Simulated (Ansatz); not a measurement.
# AgCl: what the fields show

```
CELL_PARAMETERS angstrom
0.00000 0.00000 -6.66232
0.00000 3.33116 0.00000
3.09798 0.00000 0.00000
ATOMIC_POSITIONS crystal
Ag 0.00000 0.00000 0.00000
Ag 0.50000 0.00000 0.00000
Cl 0.75000 0.50000 0.32138
Cl 0.25000 0.50000 0.67862
```

Space group Pmma; a structure from a database of computed crystals, not necessarily the ambient phase; changed on purpose from its base cell (mode 1 frozen in at -0.595 Å, normal strain along x -0.0700); not relaxed (largest force 0.4 eV/Å); computed pressure about 11 GPa in this cell.

Method: Ansatz 0.2.0, DFT PBEsol, scalar-relativistic, plane waves, PAW.

Core electrons are frozen (PAW), and the valence fields are smoothed inside the atomic spheres.

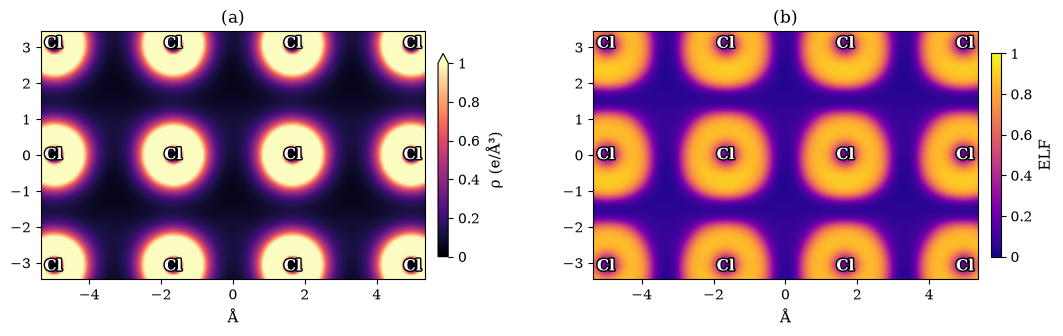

Figure 1. (a) valence pseudo-density; (b) ELF on the (100) plane of the conventional cell.

**What does the map show?**

- Atoms in the plane: Cl.
- Between the atoms the lowest density in this plane is 0.05 e/Å³.

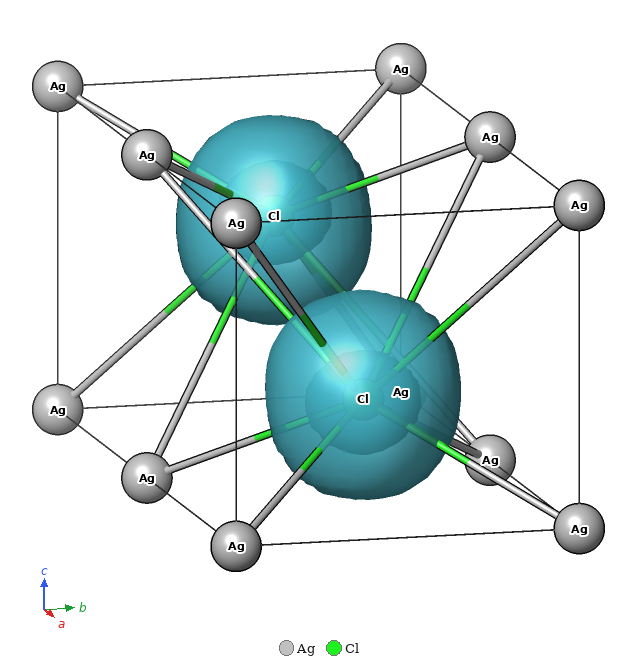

Figure 2. Isosurface of the electron localisation function at 0.8 (cyan), seen slightly off an axis. Core shells and regions of very low density are left out. Sticks mark near contacts.

**Where are the electrons localised?**

The surface consists of two regions wrapped around Cl (the valence shell of each), counted in one cell of 4 atoms. Any copies at cell faces, edges or corners count once. Profiles from the grid: Ag–Cl (2.56 Å): the ELF peaks at about 0.85 in the valence shell of Cl, 0.7 Å from its nucleus, and drops to about 0.15 between the two atoms: no localised pair shows between them.

**Metal or insulator at this level of theory?**

It is gapped, with a Kohn–Sham gap of 0.57 eV on the k-point mesh (the band edges may lie off the mesh, which would make the gap smaller).
